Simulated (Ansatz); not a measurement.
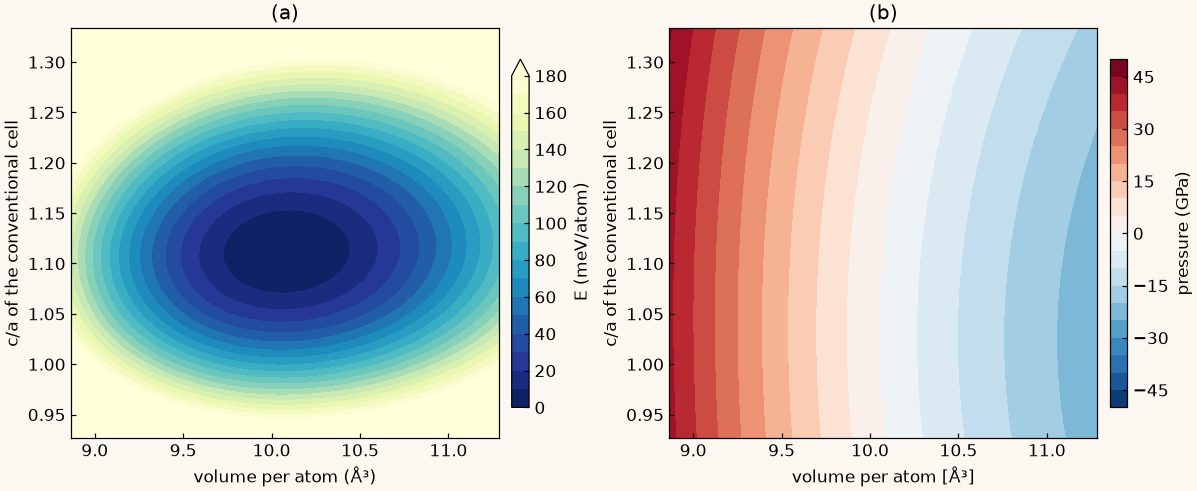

ZrB₂ (P6/mmm, No. 191; 3 atoms in the cell). The energy is mapped over volume and the cell's shape. Coordinates scanned: (1) volume per atom; (2) c/a of the conventional cell. Nothing is relaxed (symmetry fixes all fractional coordinates). The grid has 7 × 7 points. Points are written as (first, second). Energies are in meV/atom, from the lowest grid point. These are results of Ansatz, DFT PBEsol, scalar-relativistic, plane waves, PAW, not measurements. Settings: cutoff 520 eV, k-mesh 18×18×12 in the order of the run's cell vectors, gaussian smearing 0.15 eV, no spin polarisation.

Panel (a) is the energy and panel (b) the computed pressure on the same grid.

In the figure: filled contours, one colour for all values above the top of the scale. Between grid points the surface is interpolated.

Q: How does the pressure vary over the map, and what is it at the lowest grid point?

A: It runs from −23 GPa at (11.285 Å³, 1.046) to 45 GPa at (8.866 Å³, 1.333). At the lowest grid point, (10.076 Å³, 1.112), it is 0 GPa. The pressure is minus the slope of the energy with volume, so it vanishes at the true minimum, which need not be a grid point.

| c/a of the conventional cell ↓, volume per atom → | 8.866 | 9.269 | 9.672 | 10.076 | 10.479 | 10.882 | 11.285 |
| --- | --- | --- | --- | --- | --- | --- | --- |
| 1.333 | 45 | 30 | 17 | 6 | −3 | −10 | −17 |
| 1.255 | 43 | 27 | 14 | 3 | −6 | −13 | −19 |
| 1.181 | 42 | 26 | 12 | 1 | −8 | −15 | −21 |
| 1.112 | 41 | 25 | 11 | 0 | −9 | −17 | −23 |
| 1.046 | 41 | 24 | 11 | 0 | −10 | −17 | −23 |
| 0.985 | 41 | 24 | 11 | 0 | −10 | −17 | −23 |
| 0.927 | 42 | 25 | 11 | 0 | −9 | −16 | −23 |
